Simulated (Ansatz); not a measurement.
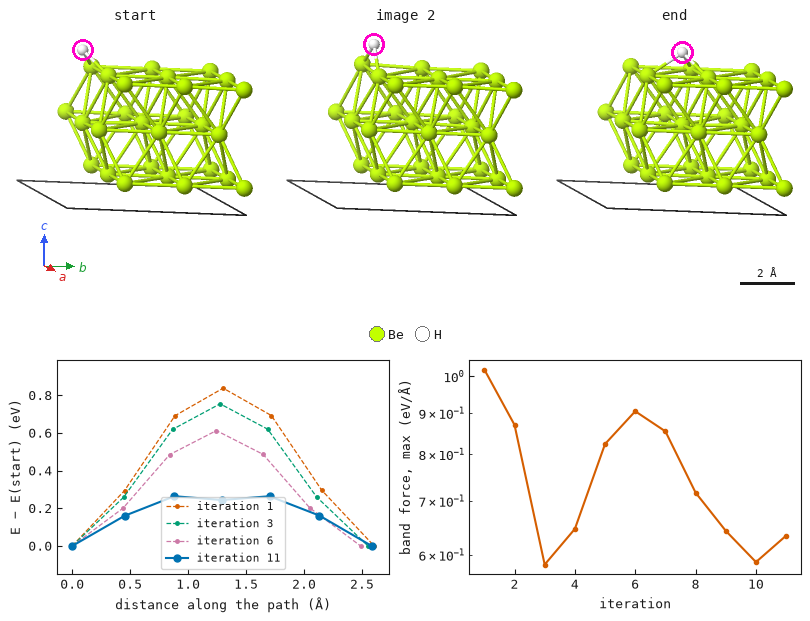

NEB run on H on Be(0001) (28 atoms in the cell). Images are numbered from 0 (start) to 6 (end). The plot follows the band through its iterations. A ball-and-stick model of the simulation cell, with the vacuum cut short (origin moved), seen slightly off an axis. The moving atom is ringed, with any periodic copies. Bonds to atoms that aren't drawn are left out.

Computed with Ansatz, DFT PBE, scalar-relativistic, plane waves, PAW. Run with plane-wave cutoff 420 eV; k-point mesh 3 × 3 × 1; Fermi-Dirac smearing 0.1 eV; 9 atoms held fixed; 5 movable images; climbing image; force threshold 0.05 eV/Å; iteration limit 11; spring constant 1.0 eV/Å²; optimiser FIRE; starting path by image-dependent pair potential.

Q: Judge this run.

A: The result isn't final. The band hadn't converged when the run stopped after 11 iterations. The largest component of the band force went from 1 to 0.63 eV/Å. The barrier read from it is provisional: over the last two iterations the highest image moved from 0.321 eV to 0.264 eV. The first iteration put the highest image at 0.838 eV. The barrier is about 0.264 eV in both directions, with image 2 at the top; the ends have the same energy. The profile has 2 maxima (images 2, 4) with a dip at image 3 (+0.244 eV), which on an unconverged band is provisional.

Limits of the set-up: the periodic images lie only 6.9 Å apart, so the values are limited by the cell's size.
